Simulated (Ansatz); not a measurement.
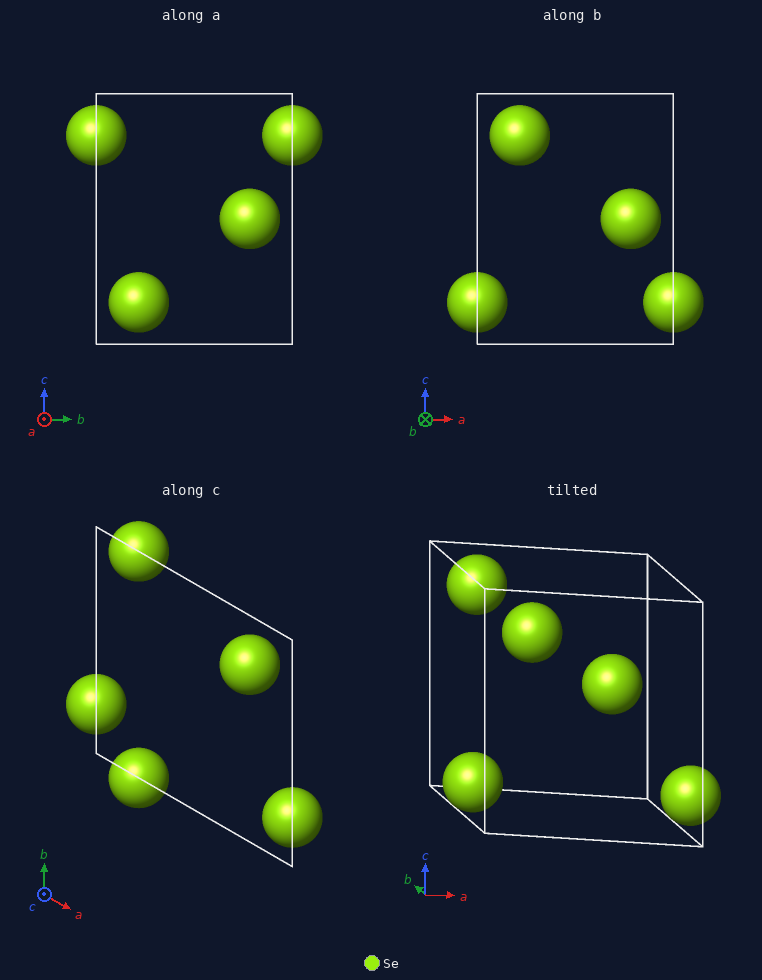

Spheres-only drawing of the structure, looking along the a axis, along the b axis, along the c axis and slightly off an axis. The lines enclose the conventional unit cell; boundary atoms appear with their images.

Lattice parameters: a = 4.510 Å, b = 4.510 Å, c = 4.987 Å, α = 90.00°, β = 90.00°, γ = 120.00°.

Q: Express the structure as a table of Wyckoff sites, with free fractional coordinates to two decimals.

A: Space group P3_121 (No. 152).
```csv
atom,site,x,y,z
Se,3b,0.22,0.00,0.8333
```

Starting structure: a structure type known for this element. It was relaxed at fixed volume with DFT r2SCAN, scalar-relativistic, plane waves, PAW in Ansatz.
